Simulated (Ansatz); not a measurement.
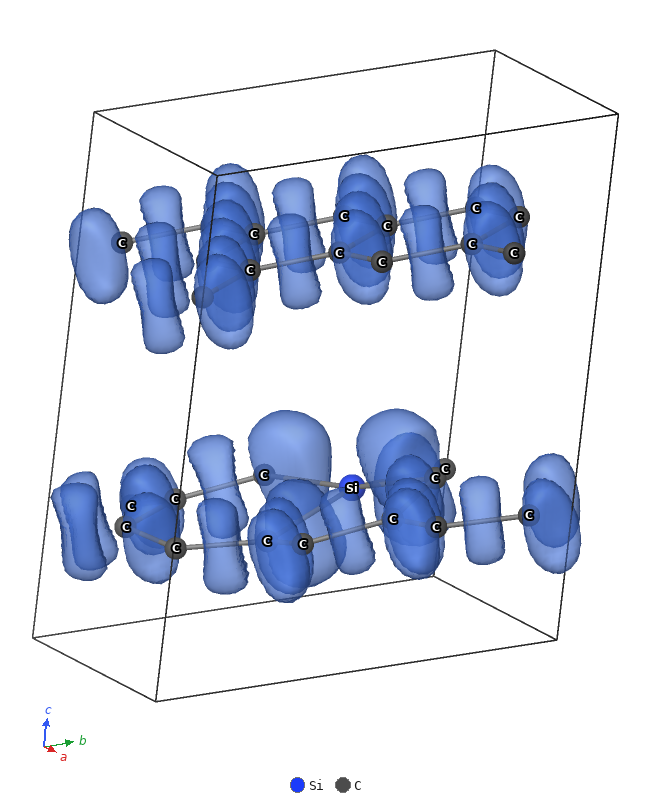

Figure. SiC₂₆ (cell with a defect). Isosurface of the ELF at 0.75 (blue), seen slightly off an axis. Only the valence region is drawn (cores and ρ < 0.01 e/Å³ removed). Sticks mark near contacts.

Method: DFT PBE, scalar-relativistic, plane waves, PAW (Ansatz 0.2.0).

### Identify the bonds, lone pairs and shells in this picture.

The ELF exceeds this value in 37 regions between bonded C–C atoms (shared pairs) and four regions between bonded C–Si atoms (shared pairs), counted in one cell of 27 atoms. Regions shared between cells count once. Profiles from the grid: C–C (1.38 Å): the ELF peaks at about 0.95 between the atoms (localised, covalent bonding). Si–C (1.90 Å): the ELF peaks at about 0.95 between the atoms: a covalent bond.
